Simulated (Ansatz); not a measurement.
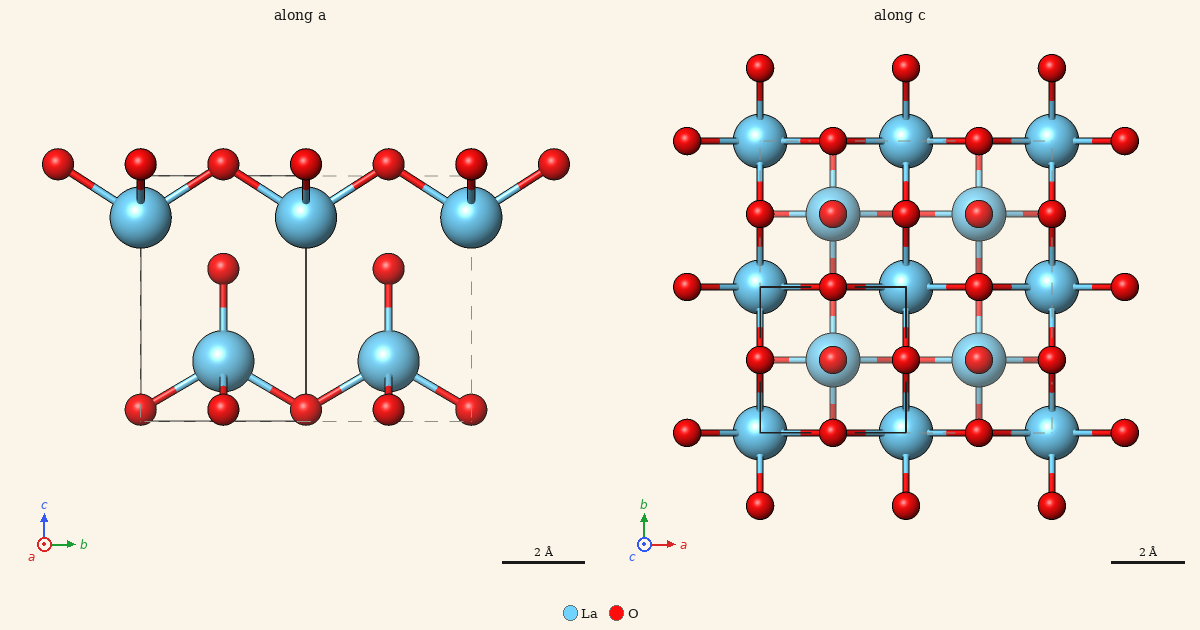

Ball-and-stick model, viewed along the a axis and along the c axis. The picture spans 2×2×1 cells, one conventional unit cell being drawn with solid lines. Some neighbours outside the box are added.

La2O3, space group P4mm (No. 99), a = 4.03 Å, b = 4.03 Å, c = 5.99 Å, α = 90.00°, β = 90.00°, γ = 90.00°.

Method: DFT PBE, scalar-relativistic, plane waves, PAW (Ansatz); a basis cut at 420 eV, an 8×8×6 grid in reciprocal space, Gaussian smearing of 0.02 eV, no spin polarisation.

Question: What does the calculation say: metal or gapped?

Answer: A semiconductor at this level, with a gap of 1.96 eV on the k-mesh (the true edges may lie between mesh points, so the gap can be somewhat smaller).

Its origin is a random cell made by a generator, so it need not be a real form of the compound. It is drawn as it came out of a relaxation with DFT PBE, scalar-relativistic, plane waves, PAW (Ansatz).
